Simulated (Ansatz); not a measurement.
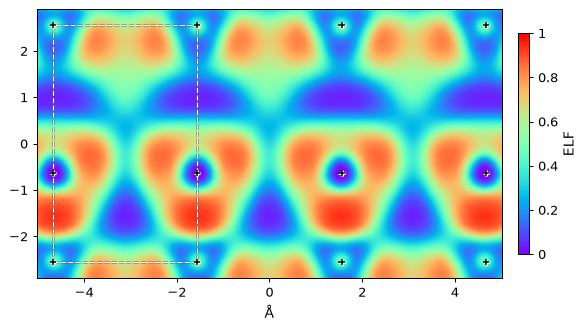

The electron localisation function on a plane through atoms (crosses mark nuclei in the plane).

Level of theory: Kohn-Sham DFT of a periodic cell, BLYP, Ansatz PAW in Ansatz 0.2.0.

Candidates:
A. SiC, a = 3.11 Å, b = 3.11 Å, c = 5.11 Å, α = 90.00°, β = 90.00°, γ = 120.00°. Space group P6₃mc.
B. AlN, a = 3.14 Å, b = 3.14 Å, c = 5.05 Å, α = 90.00°, β = 90.00°, γ = 120.00°. Space group P6₃mc.

**Which candidate gave the map?**

Candidate A: SiC on the (010) plane of the conventional cell, which holds Si and C. Si–C (1.92 Å): the ELF peaks at about 0.95 between the atoms (a shared electron pair).
